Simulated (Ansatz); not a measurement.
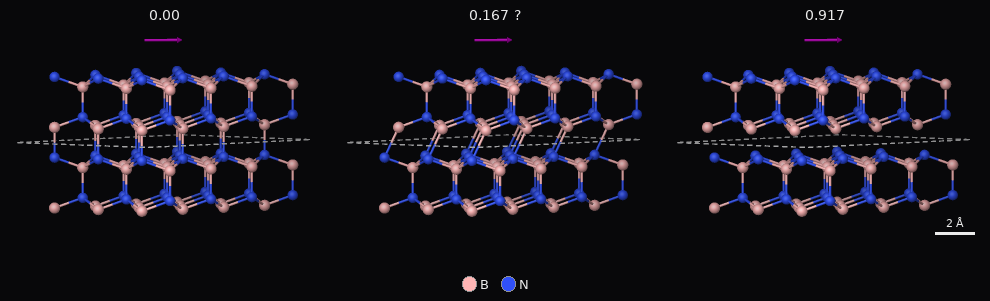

A scan of solid BN (P6_3mc): the crystal above a cut along the (0 0 1) plane of the conventional cell (between a plane of N below and one of B above, 1.58 Å apart) is slid rigidly by fractions of an in-plane lattice vector 4.42 Å long (a generalised stacking fault). One cut stands in each cell, which starts 12.7 Å high; nothing is relaxed, and the dashed outline marks the cut, the arrow on top the direction of slip. The picture is a ball-and-stick view of the layers on both sides of the cut, seen from the side, nearly along the cut plane.

Computed with DFT PBE, scalar-relativistic, plane waves, PAW in Ansatz. Set-up: plane-wave cutoff 420 eV; k-point mesh 10 × 10 × 2; occupations gaussian; smearing width 0.05 eV; no spin polarisation. Energies (free energies at the smearing named) are counted from the relaxed crystal.

| slip (fraction of the lattice vector) | γ (mJ/m²) |
| --- | --- |
| 0.0000 | 0 |
| 0.0833 | 1055 |
| 0.1667 | ? |
| 0.2500 | 6439 |
| 0.3333 | 7329 |
| 0.4167 | 7157 |
| 0.5000 | 7797 |
| 0.5833 | 9637 |
| 0.6667 | 11001 |
| 0.7500 | 8863 |
| 0.8333 | 4516 |
| 0.9167 | 1152 |

**Estimate the missing energy from the other rows, and compare with the calculation.**

A straight line between the two neighbours gives 3749 mJ/m². A cubic through the four nearest rows (0.0000, 0.0833, 0.2500, 0.3333) gives, with Lagrange weights, (−0.1667)(0) + (0.6664)(1055) + (0.6672)(6439) + (−0.1669)(7329) = 3776 mJ/m². The calculation gives 3738 mJ/m², so the cubic is 38 mJ/m² too high and the straight line 11 mJ/m² too high, as the curve bends upwards here.

The whole profile:

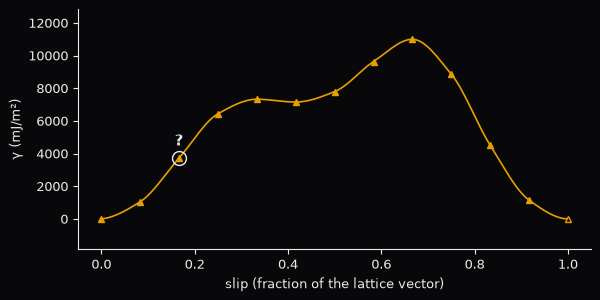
